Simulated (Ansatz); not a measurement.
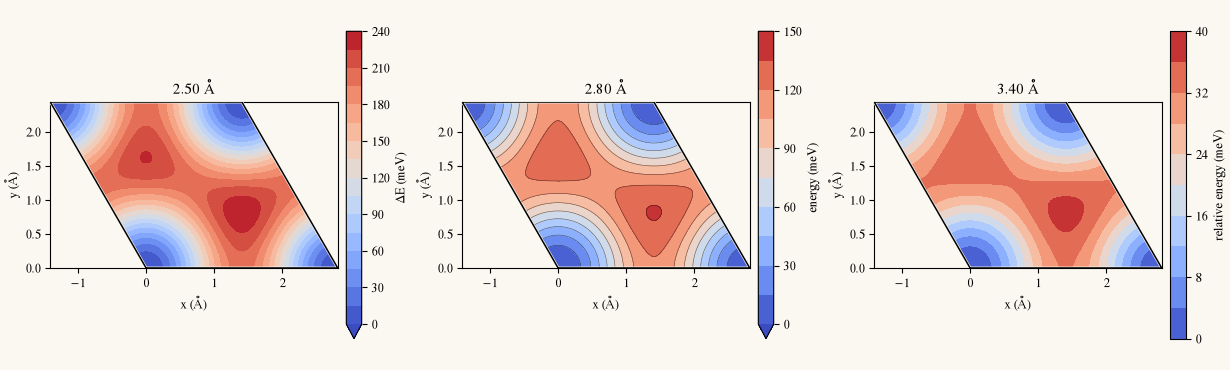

Three maps of one series, each from its own lowest grid point and on its own colour scale; the height changes from map to map. H on an Al(001) slab cut from the P6_3/mmc phase, its upper half relaxed before the scan (36 atoms of substrate and one adsorbate in a 2 × 2 cell). H is moved over the surface cell at a fixed height above a rigid substrate; the origin of the map has the adsorbate above Al33. Places are given modulo a cell vector. The map is drawn in real space over the plane of the surface. The grid has 6 × 6 points. Places are given in fractions of the 1 × 1 surface cell. Energies: meV, counted from the lowest grid point. The runs have no spin polarisation, so an open-shell adsorbate far from the surface lies too high. At a fixed height the lowest place need not be the adsorption site. Method: DFT PBE+D3(BJ), scalar-relativistic, plane waves, PAW (Ansatz 0.2.0). Settings: cutoff 420 eV, k-mesh 6×6×1, gaussian smearing 0.1 eV, no spin polarisation.

Drawn: filled contours, the outline of one cell of the plane. Between grid points the surface is interpolated.

The span runs from the lowest to the highest grid point; passes are read from the interpolated surfaces.

| height | lowest grid point | span (meV) | easiest pass (meV) |
| --- | --- | --- | --- |
| 2.50 Å | the top site over a surface Al atom | 235 | 200 |
| 2.80 Å | the top site over a surface Al atom | 136 | 118 |
| 3.40 Å | the top site over a surface Al atom | 37 | 32 |

One more map of the series was computed, for the height 3.10 Å. What do you expect for it?

Answer. A straight line of ln(span) against the height through the 3 maps has the slope −2.1 per Å (a decay length of 0.49 Å) and gives 70.3 meV at 3.10 Å. The computed span is 73.7 meV, above the fit by 5 %. The lowest grid point is the top site over a surface Al atom, as for 2.50 Å, 2.80 Å and 3.40 Å. The easiest pass out of the lowest well is about 64 meV.

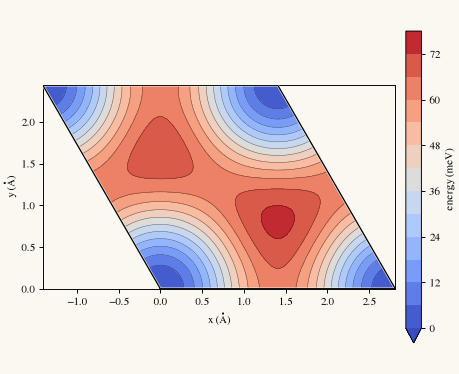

The map for 3.10 Å.

PAW datasets: the set soft_1.
